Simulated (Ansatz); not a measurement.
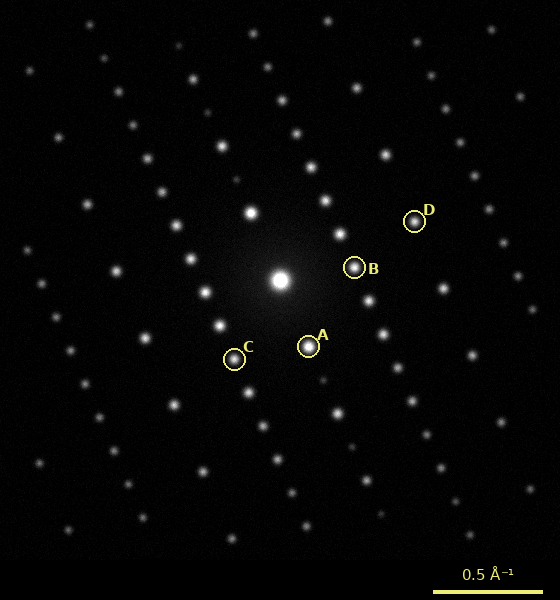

The pattern is a kinematic simulation for 100 kV electrons (no multiple scattering; isotropic B = 0.8 Å²). The zone axis points towards the electron source and the pattern is seen from the source side.

The sample is Tl, space group C2/c (No. 15), a = 3.47 Å, b = 11.94 Å, c = 3.59 Å, β = 114.21°. Structure: the input geometry of an electronic-structure calculation (not necessarily at equilibrium); the starting structure was generated, so it need not be a known form of this composition.

```csv
atom,site,symmetry,x,y,z
Tl,4e,2,0.5000,0.8725,0.7500
```

Spot A is indexed 0 -4 0 and spot B 1 -1 -1.

Q: Give hkl for C, D.

A: C = A − B = -1 -3 1 (d = 2.378 Å). D = −(1/2)A + 2B = 2 0 -2 (d = 1.482 Å).

Q: Which zone axis is this?

A: The cross product of A and B is parallel to [101]; every spot obeys hu + kv + lw = 0.

Q: What are the spacings of A and B and the angle between them?

A: d(A) = 2.986 Å, d(B) = 2.877 Å, and the angle is 76.1°.
